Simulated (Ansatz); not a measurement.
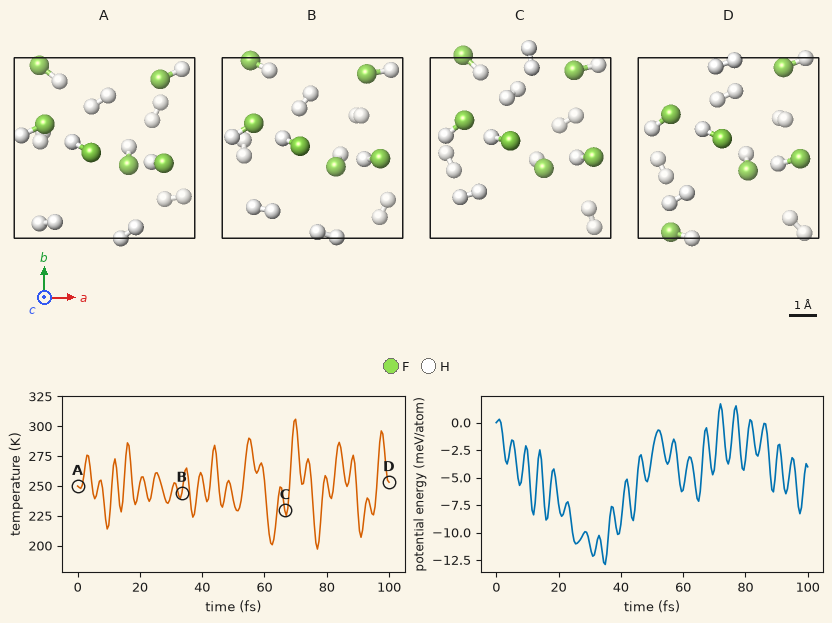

A Born-Oppenheimer molecular dynamics run of a periodic cell with 6 HF + 6 H2 at 0.714 g/cm³, 100 fs long. It starts from the last geometry of an earlier run, with fresh velocities. Frames (A at 0 fs, B at 34 fs, C at 66 fs, D at 100 fs) and the history of the run. Style: ball-and-stick. Shown: the simulation cell, along the c axis. Atoms that leave the cell re-enter on the other side.

Level of theory: Ansatz, DFT PBE-D3(BJ), scalar-relativistic, plane waves, PAW. Run with plane-wave cutoff 420 eV; k-point mesh 1 × 1 × 1; Fermi-Dirac smearing 0.02 eV; low-accuracy preset; Nosé-Hoover thermostat (NVT); set temperature 250 K; time step 0.5 fs; thermostat time 3.0 fs.

> Describe the run.

The mean temperature in the second half is 251 K (standard deviation 25 K). The potential energy in the second half lies on average 3.1 meV per atom below the first frame. Root-mean-square distances from the starting positions over the second half, with the common drift of all atoms taken out: H 0.85 Å, F 0.50 Å. The heavy atoms stay within a fraction of a molecule's size of their starting places, while the hydrogen atoms travel further, as molecules turn; so short a run doesn't tell a liquid from a solid. The conserved quantity stays between −0.097 and 0.11 meV per atom of its start. A straight-line fit has a slope that amounts to +0.013 meV per atom over 100 fs (under 0.1 % of the mean kinetic energy), and the ripple about it is 1.8 % of the kinetic energy's fluctuation. With a drift under 2 % and a ripple under 7 %, the integration is accurate. The thermostat's time constant is so short that it disturbs the motion.

Limits of the set-up: the program's low-accuracy preset was used; the periodic images lie only 6.7 Å apart, so the values are limited by the cell's size.
